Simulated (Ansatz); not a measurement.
C: single-point calculation (part 3 of 3)

The same run, continued: C (P6₃mc, 12 atoms in the cell); DFT r2SCAN, scalar-relativistic, plane waves, PAW, spin-polarised (Ansatz 0.2.0); cutoff 500 eV, 12×12×1 k-mesh, Gaussian smearing of 0.1 eV, collinear spins. The structure derives from a Materials Project entry.

Geometry of the input (Å; fractional positions):
```
2.4562  0.0000  0.0000
-1.2281  2.1272  0.0000
0.0000  0.0000  29.4919
C  0.6667  0.3333  0.9984
C  0.6667  0.3333  0.4984
C  0.6667  0.3333  0.7328
C  0.6667  0.3333  0.2328
C  0.0000  0.0000  0.6158
C  0.3333  0.6667  0.2328
C  0.0000  0.0000  0.1158
C  0.6667  0.3333  0.6158
C  0.3333  0.6667  0.7328
C  0.3333  0.6667  0.1158
C  0.3333  0.6667  0.4984
C  0.3333  0.6667  0.9984
```

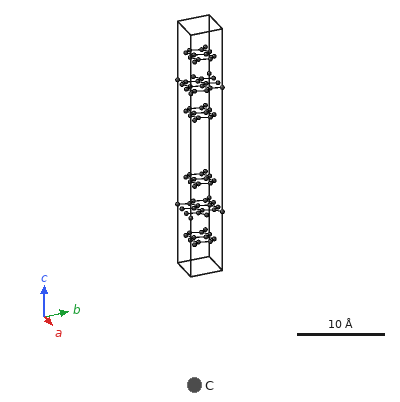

**Figure 1.** The input geometry (ball-and-stick view of the 3 × 2 repeat of the cell, with the vacuum cut short, seen slightly off an axis). An atom can appear more than once, as a periodic image.

### Output, continued
```
SCF iter  38: F=-3019.925515 eV  HF=-3019.925515 eV  |F-HF|=4.06e-10  |Δ(HF+E_count)|=   1.56e-8  Δρ=1.39e-7 (↑1.39e-7 ↓1.27e-7)  dr2=1.83e-11  dr2_τ=2.23e-12  dr2_m=2.07e-11  M=-0.001 μB ∫|m|=0.003 μB  ethr=1.00e-12  ⟨swp⟩=2.3  Hψ=6869  notcnv=0
the search or the solves at the SCF's close seem to have found levels that the self-consistency loop had missed (the run counts 2). By its estimate they hold under 1e-12 electrons; where the run keeps them, the occupations were computed again with them
SCF 1 converged in 38 iterations: F = -3019.925515 eV  dr2 = 1.83e-11
  greatest PAW one-centre occupation: 0.687 electrons in one spin orbital (limit 2), on the C atom at site 9 (counted from 0), in its partial waves of l = 0
this state was not tested for a lower state beside it, because the mixer in use, unlike msr1, does not test its closes by its own steps (another_mixer; see scf.mixing.algorithm and scf.lower_state_search)
SCF converged after 38 iterations
Magnetization: -0.0008 μB (23.9996 up, 24.0004 down)
Absolute magnetization: 0.0033 μB (∫|ρ↑−ρ↓|, with the PAW one-centre terms)
Spin contamination: 0.0000 ħ² per cell (⟨S²⟩ above its minimum at these occupations)
Per-site moments (μB) at R_I (Å): [(-6.43406695505446e-5, 0.5849730875516901), (4.579560323826245e-5, 0.5849730875516901), (2.6499470819916628e-5, 0.5849730882667002), (-3.719983474098331e-5, 0.5849730882667002), (-0.00035862944627386775, 0.5849730880663259), (2.6499470819915266e-5, 0.5849730882667002), (-0.0003586294462738737, 0.5849730880663258), (0.000235171853822746, 0.5849730880663259), (-3.719983474098757e-5, 0.5849730882667002), (0.00023517185382276122, 0.5849730880663258), (-6.434066955055077e-5, 0.5849730875516901), (4.579560323825556e-5, 0.5849730875516901)]
Free energy (F): -3019.925515 eV
Harris-Foulkes:  -3019.925515 eV  (|F-HF|=4.06e-10)
Internal energy: -3019.919267 eV  (E = F + TS)
E sigma→0 (E₀):  -3019.922391 eV
Entropy (-TS):   -0.006248 eV (-0.521 meV/atom)
Fermi energy:    3.446735 eV
--- Per-component energies (eV) ---
  E_band       = -303.437061
  E_kinetic    = 1090.388001
  E_local      = -7223.718227  (includes V_loc(G=0)·N_el)
  E_nonlocal   = 323.366749
  E_hartree    = 3164.156944
  E_xc         = -566.459124
  E_vxc        = -784.854500  (∫ρ·V_xc dr)
  E_paw        = -1210.541056  (= ΣΔE_a)
  E_vpaw       = -81.038114  (= ΣTr[D̂ρ^β])
  E_aug_tail   = 0.000063  (compensation charges beyond the density's cutoff)
  E_vtau       = 44.104802  (kinetic-family band-sum trace: ∫τ·v_τ [+ j·A + Jᵃ·Aᵃ] dr)
  E_ewald      = 1403.184669
  E_core_change = -0.297285  (= ΣΔE_core)
  E_smearing   = -0.006248  (= −TS)
  E_closure    = 0.000000  (closes the sum)
  Σ components = -3019.925515   (vs F -3019.925515, Δ=0.00e0)
--- Forces (eV/Å), atoms counted from 1 ---
  atom   1  C     -0.00000000    -0.00000000    -0.01002382
  atom   2  C     -0.00000000    -0.00000000    -0.00048285
  atom   3  C     -0.00000000     0.00000000     0.00318603
  atom   4  C     -0.00000000    -0.00000000     0.01110858
  atom   5  C     -0.00000000     0.00000000    -0.00122281
  atom   6  C      0.00000000    -0.00000000     0.00318603
  atom   7  C      0.00000000     0.00000000    -0.00122281
  atom   8  C      0.00000000     0.00000000    -0.00257896
  atom   9  C      0.00000000     0.00000000     0.01110858
  atom  10  C     -0.00000000    -0.00000000    -0.00257896
  atom  11  C      0.00000000     0.00000000    -0.01002382
  atom  12  C      0.00000000     0.00000000    -0.00048285
  max |Σ_I F_I| component: 2.77e-5 eV/Å
--- Stress (GPa, compression-positive) ---
       -0.115888       0.000000      -0.000000
        0.000000      -0.115888       0.000000
       -0.000000       0.000000       0.178204
  P = ⅓ Tr σ = -0.0179 GPa (-0.179 kbar)
--- Band table (eV; the first three rows and the last of 38) ---
  k-point 0 ↑: bands = ["-17.4814", "-17.4814", "-17.4072", "-17.4072", "-17.3151", "-17.3151", "-5.2632", "-5.2631", "-4.6941", "-4.6936", "-4.0467", "-4.0464", "0.2019", "0.2019", "0.2019", "0.2019", "0.2035", "0.2035", "0.2035", "0.2035", "0.2207", "0.2207", "0.2207", "0.2207", "6.9547", "7.1362", "7.7074", "8.3944", "8.8526", "9.9421", "10.8761", "12.1206", "12.1952", "12.1952", "12.1952", "12.1952", "12.2045", "12.2045", "12.2045", "12.2045", "12.2280", "12.2280"]
  k-point 1 ↑: bands = ["-17.3063", "-17.3063", "-17.2329", "-17.2328", "-17.1416", "-17.1416", "-5.0517", "-5.0515", "-4.4857", "-4.4852", "-3.8425", "-3.8421", "-0.5032", "-0.5032", "-0.4990", "-0.4990", "-0.4791", "-0.4791", "-0.1617", "-0.1617", "-0.1585", "-0.1585", "-0.1396", "-0.1396", "7.1798", "7.3626", "7.9239", "8.6136", "9.0613", "10.1492", "11.0701", "12.2024", "12.2539", "12.2641", "12.2982", "12.3184", "12.3190", "12.3963", "12.9372", "12.9372", "12.9463", "12.9463"]
  k-point 2 ↑: bands = ["-16.7829", "-16.7829", "-16.7118", "-16.7118", "-16.6231", "-16.6230", "-4.4218", "-4.4216", "-3.8659", "-3.8655", "-3.2361", "-3.2358", "-2.2717", "-2.2717", "-2.2602", "-2.2602", "-2.2331", "-2.2331", "-1.0106", "-1.0106", "-1.0050", "-1.0050", "-0.9836", "-0.9836", "7.8550", "8.0412", "8.5741", "9.2698", "9.6856", "10.7624", "11.6206", "12.1701", "12.1878", "12.2014", "12.3004", "12.3037", "12.3095", "12.8873", "13.5045", "13.5176", "13.6090", "13.6408"]
  k-point 18 ↓: bands = ["-10.1236", "-10.1236", "-10.0784", "-10.0784", "-10.0772", "-10.0772", "-10.0763", "-10.0763", "-10.0615", "-10.0615", "-10.0177", "-10.0177", "-7.7288", "-7.7288", "-7.7273", "-7.7273", "-7.7132", "-7.7132", "3.0474", "3.0474", "3.4390", "3.4390", "3.4410", "3.4410", "3.4510", "3.4510", "3.4534", "3.4534", "3.8905", "3.8905", "14.2443", "14.2683", "14.3821", "14.3821", "14.7062", "14.7533", "16.5257", "16.5257", "16.7277", "16.7277", "16.9154", "17.1176"]
--- Löwdin populations: 12 sites ---
  site symbol       q [e]    m [muB]
     0      C      3.9615    -0.0002
     1      C      3.9583     0.0001
     2      C      3.9584     0.0001
     3      C      3.9616    -0.0001
     4      C      3.9679    -0.0010
     5      C      3.9584     0.0001
     6      C      3.9679    -0.0010
     7      C      3.9613     0.0006
     8      C      3.9616    -0.0001
     9      C      3.9613     0.0006
    10      C      3.9615    -0.0002
    11      C      3.9583     0.0001
  spilling = 0.009621 (of n_electrons = 48.000000)
```

### File populations.tsv
```
# site	symbol	l	j	q_up	q_dn
# orbitals = lowdin
# n_electrons = 48.000000
# spilling = 0.009621
0	C	0_2S	-	0.455980	0.455991
0	C	1_2P	-	1.524679	1.524839
1	C	0_2S	-	0.456209	0.456199
1	C	1_2P	-	1.523025	1.522913
2	C	0_2S	-	0.456216	0.456210
2	C	1_2P	-	1.523000	1.522936
3	C	0_2S	-	0.455980	0.455987
3	C	1_2P	-	1.524791	1.524884
4	C	0_2S	-	0.455806	0.455872
4	C	1_2P	-	1.527683	1.528572
5	C	0_2S	-	0.456216	0.456210
5	C	1_2P	-	1.523000	1.522936
6	C	0_2S	-	0.455806	0.455872
6	C	1_2P	-	1.527683	1.528572
7	C	0_2S	-	0.456325	0.456273
7	C	1_2P	-	1.524649	1.524071
8	C	0_2S	-	0.455980	0.455987
8	C	1_2P	-	1.524791	1.524884
9	C	0_2S	-	0.456325	0.456273
9	C	1_2P	-	1.524649	1.524071
10	C	0_2S	-	0.455980	0.455991
10	C	1_2P	-	1.524679	1.524839
11	C	0_2S	-	0.456209	0.456199
11	C	1_2P	-	1.523025	1.522913
```

### Summary

```tsv
quantity	value
outcome	converged
space group (tolerance 0.01 Å)	P6₃mc (186)
electrons treated	48
free energy	−3019.9255 eV
Fermi energy	3.447 eV
gap on the k-point mesh	none (metallic)
net moment of the cell	0.00 μB
integrated absolute moment	0.00 μB
pressure	−0.02 GPa
largest force (length of the vector)	0.011 eV/Å
hardware	2 threads of Intel Xeon (Sapphire Rapids), 32 GiB of memory available, shared host
wall time	96 s (CPU time 3.1 min)
peak memory	0.8 GiB
```

### Remarks

The electronic state found may not be the lowest one. The program warns: the state was not tested for a lower one.
